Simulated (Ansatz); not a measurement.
Cr

Input

```
crystal:
  lattice:
    - [2.3055848066, 0.0, 0.0]
    - [0.0, 2.3055848066, 0.0]
    - [0.0, 0.0, 2.3055848066]
  atoms:
    - { symbol: Cr, position: [0.0, 0.0, 0.0], spin: 1.5 }
hamiltonian:
  xc: pbe
  pseudopotentials:
    kind: paw
    azcp:
      Cr: "pseudopotentials/Cr.paw.azcp"
basis:
  ecutwfc: 420
  fft_grid_basis: typed
kpoints:
  mp_grid: { grid: [15, 15, 15], shift: [0, 0, 0] }
magnetization:
  spin_polarized: true
scf:
  occupations: { method: fermi_dirac, width: 0.05 }
  lower_state_search: "off"
output:
  stress: true
  write_density: true
  write_potential: true
  elf: true
  volumetric_format: npy
```

Launched as:

```sh
ansatz run input.yaml --threads 1 --pin off --max-ram 3584MiB --backend cpu --events-out ev --progress --plain --runs-dir out
```

Below, planes, directions and counts refer to the conventional cell (a = 2.31 Å, b = 2.31 Å, c = 2.31 Å, α = 90.00°, β = 90.00°, γ = 90.00°).

Space group Pm-3m; set up as Cr, simple cubic; a generated structure, not necessarily the stable one; changed on purpose from its base cell (volume × 0.96); computed pressure about 9 GPa in this cell; the program warned that a starting moment wasn't kept; spin-polarised, but the moments vanished.

Theory: DFT, PBE, plane waves (420 eV) with PAW, scalar-relativistic in Ansatz 0.2.0.

Question: Predict the valence pseudo-density and electron localisation function between the atoms.

Answer: Cr–Cr (2.31 Å): ρ is about 0.5 e/Å³ halfway; the ELF is about 0.25 at the midpoint: no shared electron pair shows on this line.

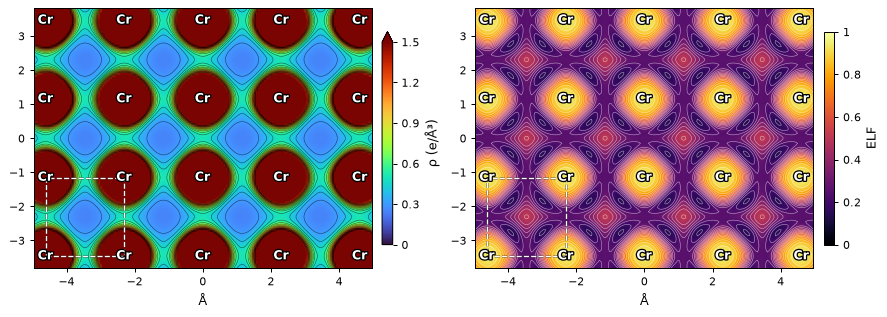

Computed valence pseudo-density and electron localisation function on the (001) plane of the conventional cell, in this order. 

In a PAW calculation such maps are meaningful between the atoms, not at the nuclei.
